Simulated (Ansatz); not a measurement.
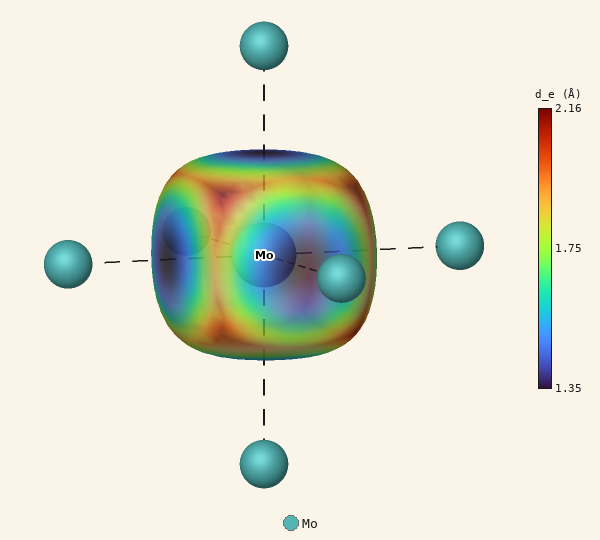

Hirshfeld surface computed for one Mo atom in Mo in space group Pm-3m, coloured by d_e. Dashed lines lead to the closest neighbours outside.

The surface is where the fragment's share of the procrystal density (the sum of the densities of spherically averaged neutral Hartree-Fock atoms) equals one half. d_i and d_e are the distances from the surface to the nearest nucleus inside and outside. From Rb on the atoms have core potentials, so only their outer electrons count.

Origin of the cell: the input geometry of an electronic-structure calculation (not necessarily at equilibrium); the starting structure was generated, so it need not be a known form of this composition.

```cif
data_structure
_symmetry_space_group_name_H-M 'Pm-3m'
_symmetry_Int_Tables_number 221
_cell_length_a 2.6427
_cell_length_b 2.6427
_cell_length_c 2.6427
_cell_angle_alpha 90.000
_cell_angle_beta 90.000
_cell_angle_gamma 90.000
_cell_volume 18.46
loop_
_atom_site_label
_atom_site_type_symbol
_atom_site_symmetry_multiplicity
_atom_site_Wyckoff_symbol
_atom_site_fract_x
_atom_site_fract_y
_atom_site_fract_z
_atom_site_occupancy
Mo1 Mo 1 a 0.00000 0.00000 0.00000 1
```

### What is the shortest distance from the fragment to an atom outside it?

Mo–Mo, 2.64 Å.

### How is the surface shared among contacts (nearest atom inside ··· nearest atom outside)?

Mo···Mo 100 %. The surface faces 6 neighbours with more than 2 % of its area each: 6 Mo.

### Give the size and shape of the surface.

It encloses about 12.4 Å³, has an area of about 27 Å² and a globularity of 0.98 (1 for a sphere).
